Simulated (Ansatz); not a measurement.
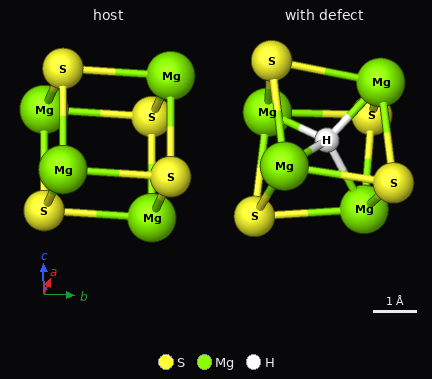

Left: perfect MgS. Right: the same region with one point defect, after relaxing the atoms in a supercell of 64 sites. A ball-and-stick model of the atoms within 3.8 Å of one point, seen from a free direction.

Computed with DFT, PBEsol, PAW, plane waves in Ansatz 0.2.0. (plane-wave cutoff 420 eV; k-point mesh 1 × 1 × 1; mesh shifted by (0.25, 0.25, 0.25); no spin polarisation) Fermi-Dirac smearing of 0.01 eV. A uniform background neutralises the charged cell. The axes drawn are those of the host's conventional cell.

Which defect is it?

An extra hydrogen atom is put between the host's atoms (an interstitial).

The charge state of the cell is −1.

What does the relaxation do around it?

The H atom starts with 4 Mg at 2.24 to 2.25 Å, 4 S at 2.24 to 2.25 Å around its place and ends with 4 Mg at 1.91 to 2.06 Å. Of the host's atoms, a sulfur atom moves furthest from its site, by 0.29 Å. The H atom itself moves 0.12 Å from where it was put.

Limits of the set-up: the cell is charged, on a uniform background, and energies carry no finite-size correction.
